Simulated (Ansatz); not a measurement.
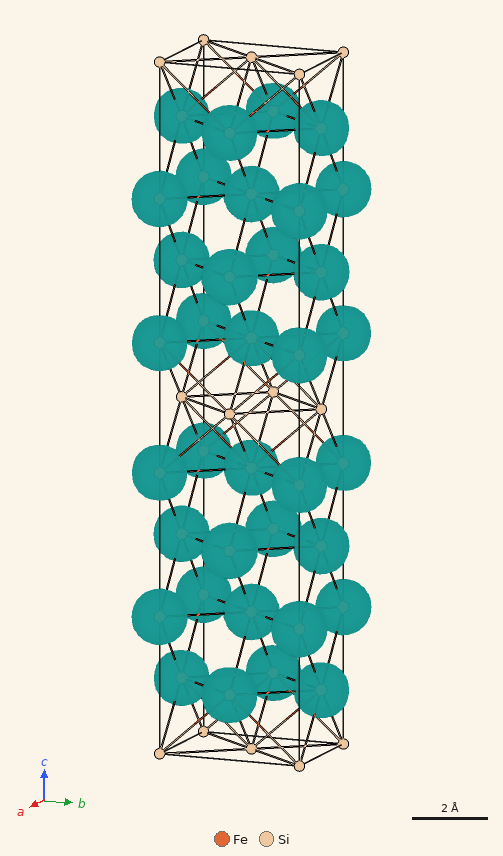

The picture shows: Fe$_{4}$Si. Isosurfaces of the spin density (up minus down) at +0.4 (teal) and −0.4 e/Å³ (pink), seen slightly off an axis. Sticks mark near contacts.

Space group Fmmm; a structure from a database of computed crystals, not necessarily the ambient phase; not relaxed (largest force 1.7 eV/Å); computed pressure about 33 GPa in this cell; spin-polarised.

These are results of Kohn-Sham DFT of a periodic cell, PBEsol, Ansatz PAW in Ansatz, not measurements.

Core electrons are frozen (PAW), and the valence fields are smoothed inside the atomic spheres.

Q: Describe the spin distribution.

A: The spin density sits on Fe: +3.4 μB (×8) and +3.2 μB (×8) in one cell of 20 atoms, with smaller moments on other sites: Si (up to +0.36 μB): parallel moments (a ferromagnetic arrangement) in this solution. The cell of the calculation (5 atoms) carries 15.0 μB of net spin moment. Only one sign reaches the isovalue.
